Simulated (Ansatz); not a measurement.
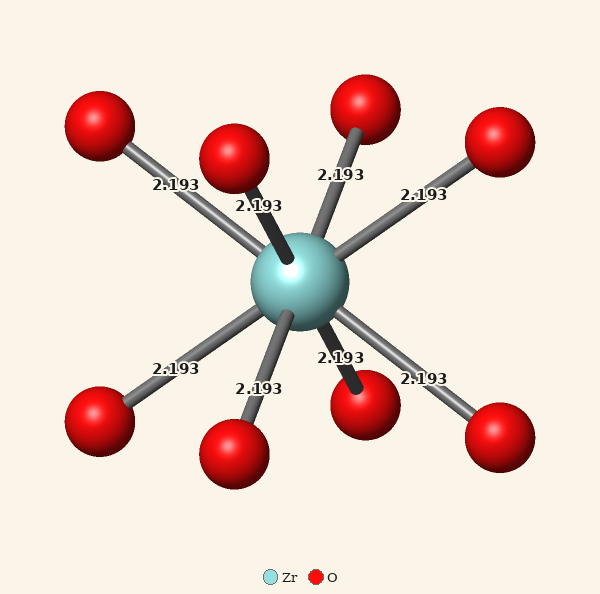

The surroundings of site Zr1 (at 0.000, 0.000, 0.000) in ZrO₂ (Fm-3m, No. 225), with bond lengths in Å.

The cell is taken from coordinates from a relaxation with DFT, PBEsol, plane waves, PAW in Ansatz 0.2.0; the starting structure was generated, so it need not be a known form of this composition.

```
CELL_PARAMETERS angstrom
5.06417 0.00000 0.00000
0.00000 5.06417 0.00000
0.00000 0.00000 5.06417
ATOMIC_POSITIONS crystal
Zr 0.00000 0.00000 0.00000
O 0.25000 0.75000 0.75000
O 0.25000 0.25000 0.75000
Zr 0.00000 0.50000 0.50000
O 0.25000 0.25000 0.25000
O 0.25000 0.75000 0.25000
Zr 0.50000 0.00000 0.50000
O 0.75000 0.75000 0.25000
O 0.75000 0.25000 0.25000
Zr 0.50000 0.50000 0.00000
O 0.75000 0.25000 0.75000
O 0.75000 0.75000 0.75000
```

Bond valence s = exp((R0 − d)/b), R0 fitted to published crystal structures with b = 0.37 Å; R0 in Å: Zr4+–O 1.933.

Calculate the bond-valence sum of Zr1 from the bonds drawn.

Answer. 8 × 0.495 = 3.96 v.u., against a formal valence of 4: a close match.

And over the whole structure?

Answer.
```
site              x, y, z  formal valence  bond-valence sum  difference
 Zr1  0.000, 0.000, 0.000              +4              4.02        0.02
  O1  0.250, 0.750, 0.750              −2              2.01        0.01
```

These sums include all anions within 5 Å. The global instability index (root mean square of the differences over all atoms) is 0.01 v.u.: little strain.
